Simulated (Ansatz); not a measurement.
Structure data:

```
Sn
1.0
     4.85416    0.00000    0.00000
     0.00000    4.67668    0.00000
    -2.35634    0.00000    2.52511
Sn
2
Direct
  0.00000 0.00000 0.00000
  0.50000 0.50000 0.00000
```

Characterise the structure given above.

The element is tin. The lattice is base-centred monoclinic and the space group C2/m (No. 12). The cell holds two atoms. With all contacts inside bonding distance counted, the coordination numbers are Sn 12.

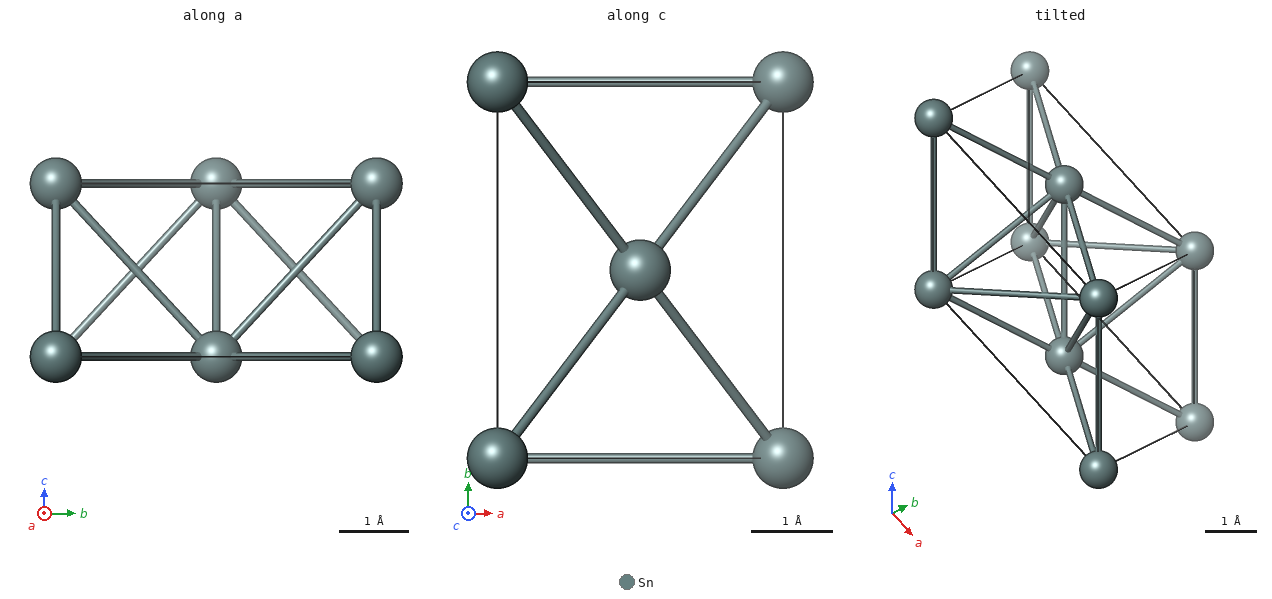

The image is a ball-and-stick drawing of a crystal, viewed along the a axis, along the c axis and slightly off an axis. The box is the conventional unit cell; atoms on or close to its faces, edges and corners are drawn wherever they repeat. Colours: tin teal.

Source of the structure: a structure listed in the Materials Project. The cell was then strained or its atoms displaced on purpose. It went into a calculation with Ansatz.
